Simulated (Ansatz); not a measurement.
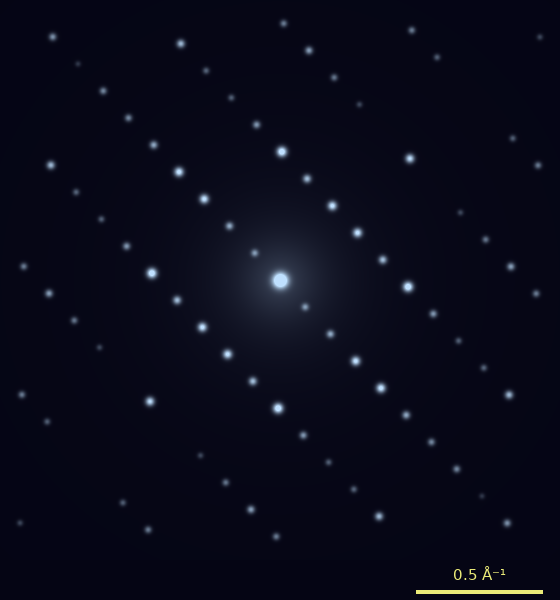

Computed electron diffraction pattern, 120 kV, single scattering only, B = 0.5 Å².

Question: Describe the geometry of this pattern.

Answer: The spots form a centred rectangular net whose two shortest vectors correspond to d = 6.78 Å and 2.76 Å, 78.3° apart.

Question: What is the point symmetry of the pattern, intensities included?

Answer: 2mm.

Question: What was simulated?

Answer: This cannot be fixed from one zone alone; the pattern is [10-1] of Ge, space group C2/c (No. 15), a = 5.47 Å, b = 13.55 Å, c = 4.03 Å, β = 104.62°. The net vectors are 0 2 0 and 1 1 1. Structure: the end point of a relaxation with Ansatz, DFT PBE, scalar-relativistic, plane waves, PAW; the starting structure was generated, so it need not be a known form of this composition.
